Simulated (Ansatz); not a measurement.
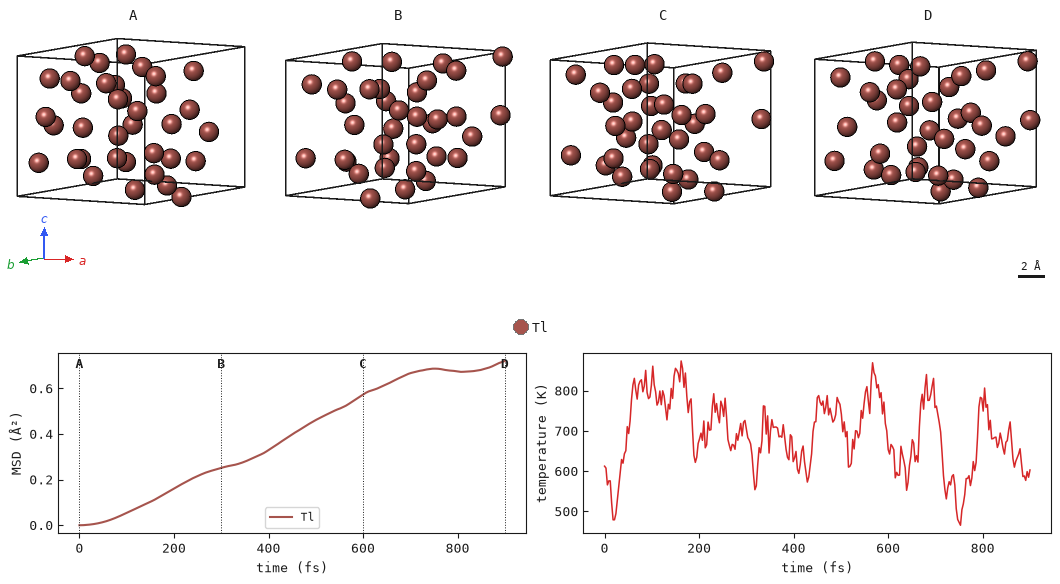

First-principles dynamics of a 36-atom cell of Tl, 900 fs long. It starts from the last geometry of an earlier run, with fresh velocities. Frames (A at 0 fs, B at 300 fs, C at 600 fs, D at 900 fs) and the history of the run. Style: spheres-only. Shown: the simulation cell, from a free direction. Atoms that leave the cell re-enter on the other side.

The calculation used DFT PBEsol, scalar-relativistic, plane waves, PAW (Ansatz). Settings: plane-wave cutoff 420 eV; k-point mesh 1 × 1 × 1; Fermi-Dirac smearing 0.1 eV; low-accuracy preset; Langevin thermostat and barostat (NPT); set temperature 630 K; time step 3 fs; friction 0.01 per fs; target pressure 10 GPa.

**What do the frames and curves show?**

Over the second half the temperature averages 683 K (spread ±88 K). The potential energy in the second half lies on average 11.9 meV per atom below the first frame. The mean pressure there is 10.1 GPa. The volume ends −7.7 % from the start. Root-mean-square distances from the starting positions over the second half, with the common drift of all atoms taken out: Tl 0.78 Å. Against the typical shortest distance between atoms in the first frame, about 2.9 Å these are large excursions, but over 900 fs one can't yet tell strong vibration from the start of diffusion. The conserved quantity stays between −0.075 and 0.028 meV per atom of its start. A straight-line fit has a slope that amounts to +0.032 meV per atom over 900 fs (under 0.1 % of the mean kinetic energy), its mean offset in the second half is under 0.1 %, and the ripple about the line is 0.1 % of the kinetic energy's fluctuation. With a drift under 2 % and a ripple under 7 %, the integration is accurate.

Limits of the set-up: the k-point mesh is coarse for a cell with partly filled bands; the program's low-accuracy preset was used.
